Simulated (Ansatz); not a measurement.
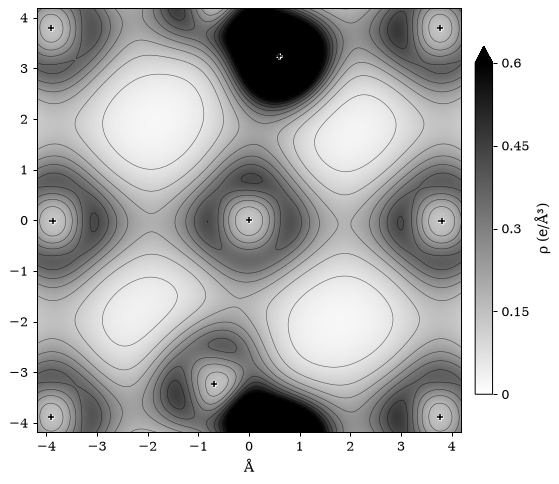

The valence electron density on a plane through atoms (crosses mark nuclei in the plane).

The calculation used DFT PBE-D3(BJ), scalar-relativistic, plane waves, PAW in Ansatz 0.2.0.

Candidates:
A. Si16C (cell with a defect), a = 7.68 Å, b = 7.68 Å, c = 7.68 Å, α = 60.00°, β = 60.00°, γ = 60.00°. PAW files of the earlier set (soft_1); the program warned that a starting moment wasn't kept; spin-polarised, but the moments vanished.
B. Si8O15 (cell with a defect), a = 5.88 Å, b = 5.88 Å, c = 5.32 Å, α = 90.00°, β = 90.00°, γ = 90.00°. PAW files of the earlier set (soft_1).

> Which system is this?

Candidate A: Si16C on the (011) plane of the calculation cell, which holds Si and C.
